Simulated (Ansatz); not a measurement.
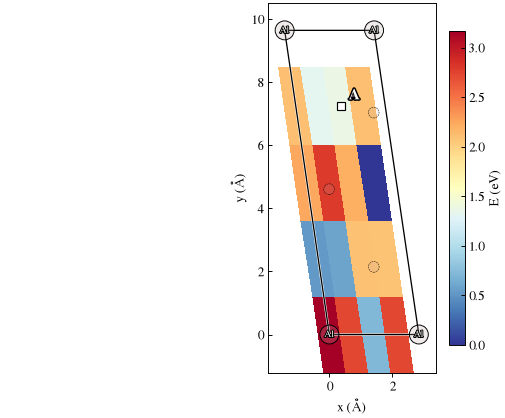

N on an Al(101) slab cut from the P6_3/mmc phase, its upper half relaxed before the scan (9 atoms of substrate and one adsorbate in a 1 × 1 cell). N is moved over the surface cell; relaxed at each place: the height of the adsorbate's atoms; substrate rigid; the origin of the map has the adsorbate above Al9. Places are given modulo a cell vector. The map is drawn in real space over the plane of the surface. Grid: 4 × 4 points. All energies are given in eV relative to the lowest grid point. At some places the adsorbate sinks to or below the level of the top layer. With one adsorbate in each 1 × 1 cell, its nearest image is 2.8 Å away, so neighbouring adsorbates interact. Method: DFT PBEsol, scalar-relativistic, plane waves, PAW in Ansatz 0.2.0. Settings: cutoff 420 eV, k-mesh 9×3×1, gaussian smearing 0.1 eV, no spin polarisation.

In the figure: one coloured cell a grid point, labelled circles for the atoms of the top layer and small ones for the second layer, the outline of one cell of the plane, the point A.

Q: Is A at rest? If not, where is it pushed?

A: A, at (2/4, 3/4) of the cell vectors, is not a stationary point. The computed force is 2.8 eV/Å in the plane, pointing up and left in the picture (components −2.5 and 1.3 eV/Å).

PAW datasets: the set soft_1.
